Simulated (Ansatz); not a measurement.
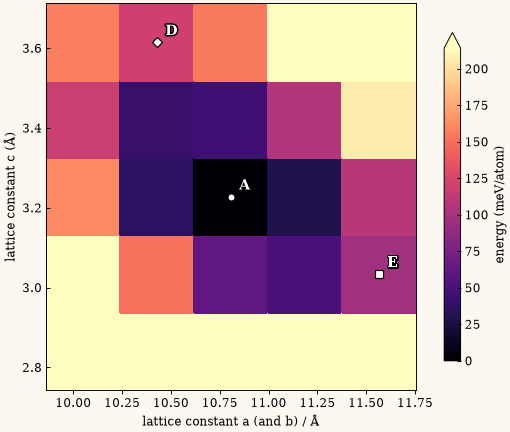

SnO2 (I4/m, No. 87; 12 atoms in the cell). The energy is mapped over the lattice constants a and c of the conventional cell. The first coordinate is: lattice constant a (and b); the second: lattice constant c. Nothing is relaxed (fractional coordinates fixed). The grid has 5 × 5 points. Points are written as (first, second). All energies are given in meV/atom relative to the lowest grid point. Level of theory: DFT PBE, scalar-relativistic, plane waves, PAW in Ansatz 0.2.0. Settings: cutoff 520 eV, k-mesh 10×10×10, gaussian smearing 0.05 eV, no spin polarisation.

Drawn: one coloured cell a grid point, one colour for all values above the top of the scale, lettered points.

Q: Rank the lettered points by energy, lowest first.

A: A (0 meV/atom), E (97 meV/atom), D (120 meV/atom).

PAW datasets: the set soft_1.
